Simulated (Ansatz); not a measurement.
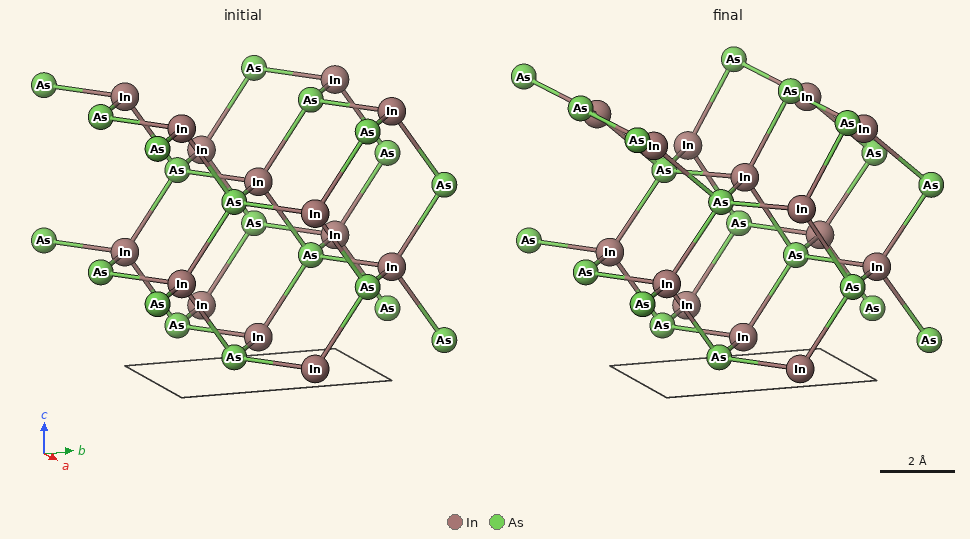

The structure of a slab of composition InAs (cut from the F-43m phase) before (left) and after (right) a constrained relaxation, at one scale.

Style: ball-and-stick. Shown: the cell of the calculation, outlined in the plane, without the vacuum, slightly off an axis.

Case: clean slab, lower half held. The slab is the (1 1 0) face of InAs. 4 atoms are held fixed.

The calculation used DFT PBEsol, scalar-relativistic, plane waves, PAW (Ansatz 0.2.0). (plane-wave cutoff 420 eV; k-point mesh 7 × 5 × 1; occupations gaussian; smearing width 0.1 eV; no spin polarisation; dipole correction; atoms relaxed in a fixed cell; force threshold 0.03 eV/Å; at most 70 steps)

**Describe what moved and what it gained.**

The atom that moves furthest is an In atom (0.59 Å at 40° to the normal (−c side)). Largest moves by element: In 0.59 Å, As 0.29 Å. The lattice vectors keep their values. Some distances before and after: As–In 2.636 → 2.711 Å, As–In 2.636 → 2.593 Å, As–In 2.636 → 2.663 Å, As–In 2.636 → 2.632 Å. Among the angles between lasting bonds that change: In–As–In 109.5° → 91.0°, In–As–In 109.5° → 94.9°, As–In–As 109.5° → 123.4°. After 4 geometry steps the energy has fallen by 0.517 eV per cell of the calculation. Largest force component: 0.99 eV/Å at the start, 0.017 eV/Å at the end. Cost: 2.6 min on 2 threads of Intel(R) Xeon(R) Platinum 8488C (Sapphire Rapids) (shared host), peak memory 1.1 GiB.
